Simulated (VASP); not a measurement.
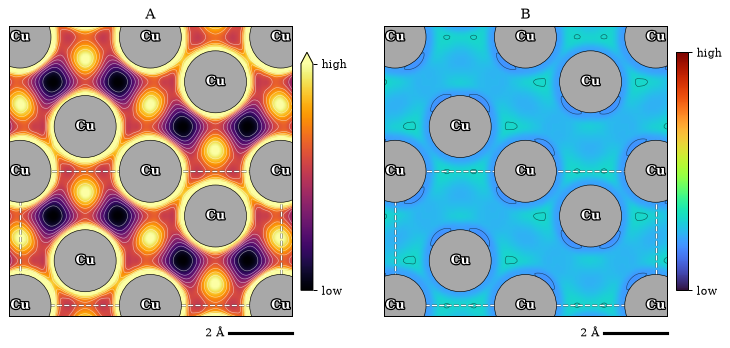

Cu: 2 fields on the (110) plane of the conventional cell, with unlabelled colour scales. Grey discs cover the atomic cores.

Space group P6₃/mmc; a structure from a database of computed crystals, not necessarily the ambient phase; changed on purpose from its base cell (functional LDA, strained and moved within the space group).

Computed with Kohn-Sham DFT of a periodic cell, LDA, VASP PAW LDA potentials, recommended in VASP 6.6.1.

Match the panels to the quantities (electron localisation function and valence pseudo-density).

Answer. Panel A: valence pseudo-density. Panel B: electron localisation function. From the grid: Cu–Cu (2.52 Å): ρ is about 0.28 e/Å³ halfway; the ELF is about 0.25 at the midpoint: no shared electron pair shows on this line.
